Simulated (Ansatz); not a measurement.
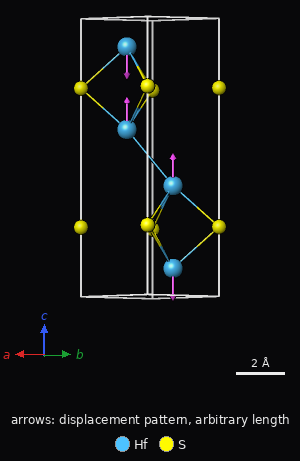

Phonons of solid Hf₂S, space group P6₃/mmc (No. 194), at the zone centre. The optical levels lie at 75 (×2), 83 (×2), 113 (×2), 116, 136, 149, 267 (×2), 274 (×2), 325 (×2) cm⁻¹. One mode is drawn. Displacements are drawn as pink arrows; their common scale and sign are arbitrary. A ball-and-stick model of the cell of the calculation, seen from a free direction.

These are results of DFT PBEsol, scalar-relativistic, plane waves, PAW in Ansatz, not measurements. Set-up: plane-wave cutoff 420 eV; k-point mesh 18 × 18 × 4; occupations gaussian; smearing width 0.15 eV; no spin polarisation.

Q: To which level does it belong?

A: The level at 116 cm⁻¹. This is the B₂u mode, optical level 4 of 9, counted from below, silent by symmetry (neither infrared- nor Raman-active). The S atoms stay at rest; all motion is along c; atoms of one kind move against one another, with no net shift of their sublattice.
